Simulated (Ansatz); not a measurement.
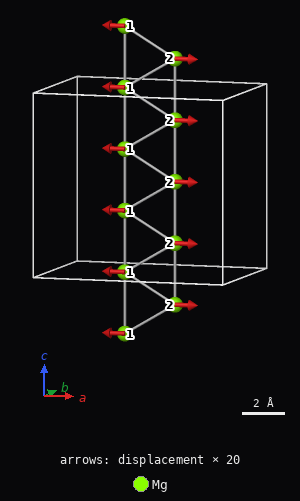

A relaxation of a wire of composition Mg. The starting structure is drawn; red arrows show the displacements (the part carried along by the change of the cell is left out), 20 times their true length.

Style: ball-and-stick. Shown: the 3 repeat of the cell, with the vacuum cut short, slightly off an axis.

Case: strip chain of atoms.

These are results of DFT PBE, scalar-relativistic, plane waves, PAW in Ansatz 0.2.0, not measurements. Settings: plane-wave cutoff 420 eV; k-point mesh 1 × 1 × 21; occupations gaussian; smearing width 0.05 eV; collinear spin; cell relaxed at fixed a, b, alpha, beta, gamma; force threshold 0.01 eV/Å; at most 45 steps.

Q: Describe the change and its energy.

A: The largest moves relative to the layer's centre, 0.059 Å, are those of Mg1 and Mg2. Along the periodic axis the drawn cell goes c 9.066 → 9.119 Å (+0.6 %). Among the contacts that change: Mg1–Mg2 2.978 → 3.085 Å, Mg1–Mg1 3.022 → 3.040 Å. After 3 accepted moves (4 points after the start) the energy has fallen by 13.1 meV per cell of the calculation. The largest force component goes from 0.17 to 0.0076 eV/Å. At 1 point the geometry stayed and the basis and grid were re-selected for the new cell (energy shift of less than 0.05 meV per cell of the calculation at most each time). Cost: 46 s on 2 threads of Intel(R) Xeon(R) Platinum 8259CL CPU @ 2.50GHz (Skylake/Cascade Lake) (shared host), peak memory 0.65 GiB.

Limits of the set-up: the k-point mesh is coarse for a cell with partly filled bands.
